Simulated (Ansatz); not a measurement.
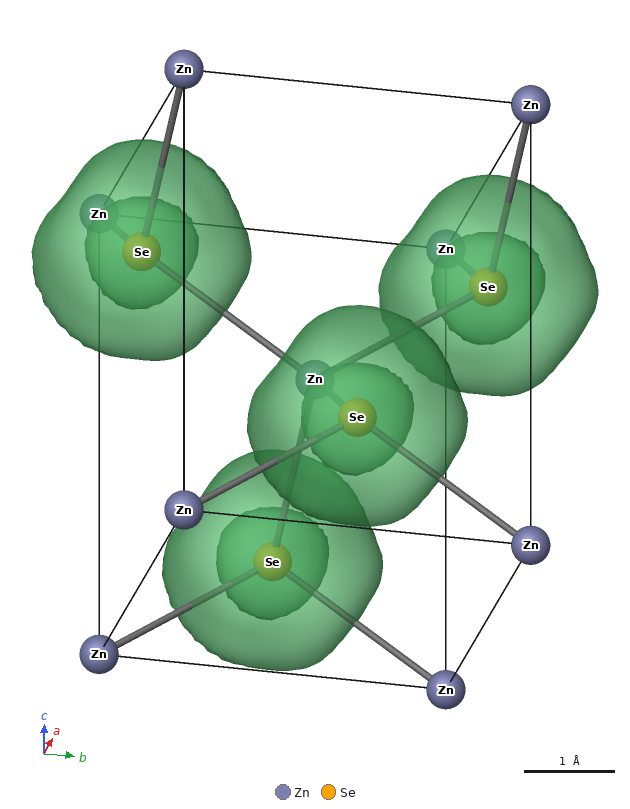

ZnSe. Isosurface of the electron localisation function at 0.7 (green), seen at an oblique angle. Only the valence region is drawn (cores and ρ < 0.01 e/Å³ removed). Sticks mark near contacts.

Space group I-4m2; started from the zincblende prototype, which need not be the ambient phase; changed on purpose from its base cell (uniaxial z strain -4.0%); computed pressure about 4 GPa in this cell.

The calculation used DFT, HSE06, plane waves, PAW (Ansatz 0.2.0).

Input file:

```
crystal:
  lattice:
    - [0.0, 2.8324206844, 2.719123857]
    - [2.8324206844, 0.0, 2.719123857]
    - [2.8324206844, 2.8324206844, 0.0]
  atoms:
    - { symbol: Zn, position: [0.0, 0.0, 0.0] }
    - { symbol: Se, position: [0.25, 0.25, 0.25] }
kpoints:
  mp_grid: { grid: [6, 6, 6] }
  band_path:
    path:
      - [0.0, 0.0, 0.0]
      - [-0.5, -0.5, 0.0]
      - [-0.375, -0.375, 0.25]
      - [-0.375, 0.0, 0.375]
      - [0.0, 0.0, 0.5]
      - [-0.5, -0.25, 0.25]
    npoints: 1
hamiltonian:
  xc: hse06
scf:
  occupations: { method: fixed }
  n_extra_bands: 4
output:
  forces: true
  stress: true
  eigenvalues: true
  write_density: true
  write_potential: true
  elf: true
  volumetric_format: npy
```

Below, planes, directions and counts refer to the conventional cell (a = 4.01 Å, b = 4.01 Å, c = 5.44 Å, α = 90.00°, β = 90.00°, γ = 90.00°).

Q: Describe the localisation domains.

A: At this value the surface marks out two regions wrapped around Se (the valence shell of each), counted in one cell of 4 atoms. Regions shared between cells count once. Profiles from the grid: Zn–Se (2.42 Å): the ELF is about 0.60 at the midpoint.

Q: Does the calculation give a band gap?

A: It is gapped, with a Kohn–Sham gap of 2.5 eV on the k-point mesh (the band edges may lie off the mesh, which would make the gap smaller).
